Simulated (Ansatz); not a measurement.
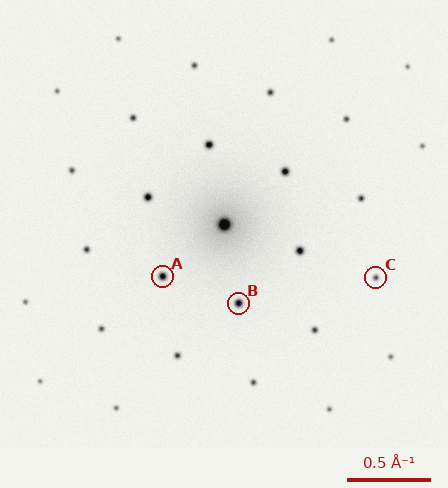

Kinematic zone-axis pattern, calculated for 200 keV electrons with B = 0.3 Å². The zone axis points towards the electron source and the pattern is seen from the source side.

Crystal: Ti, space group Fd-3m (No. 227), a = 5.823 Å. Structure: coordinates from a relaxation with DFT, RPBE, plane waves (420 eV) with PAW, scalar-relativistic (Ansatz); the starting structure was generated, so it need not be a known form of this composition.

```cif
data_structure
_symmetry_space_group_name_H-M 'Fd-3m:1'
_symmetry_Int_Tables_number 227
_cell_length_a 5.8232
_cell_length_b 5.8232
_cell_length_c 5.8232
_cell_angle_alpha 90.000
_cell_angle_beta 90.000
_cell_angle_gamma 90.000
_cell_volume 197.46
loop_
_atom_site_label
_atom_site_type_symbol
_atom_site_symmetry_multiplicity
_atom_site_Wyckoff_symbol
_atom_site_fract_x
_atom_site_fract_y
_atom_site_fract_z
_atom_site_occupancy
Ti1 Ti 8 b 0.25000 0.25000 0.75000 1
```

Spot A is indexed -2 0 2 and spot B 0 -2 2.

**Give hkl for C.**

C = −2A + 2B = 4 -4 0 (d = 1.029 Å).

**Give [uvw].**

The cross product of A and B is parallel to [111]; every spot obeys hu + kv + lw = 0.

**What are the spacings of A and B and the angle between them?**

d(A) = 2.059 Å, d(B) = 2.059 Å, and the angle is 60.0°.
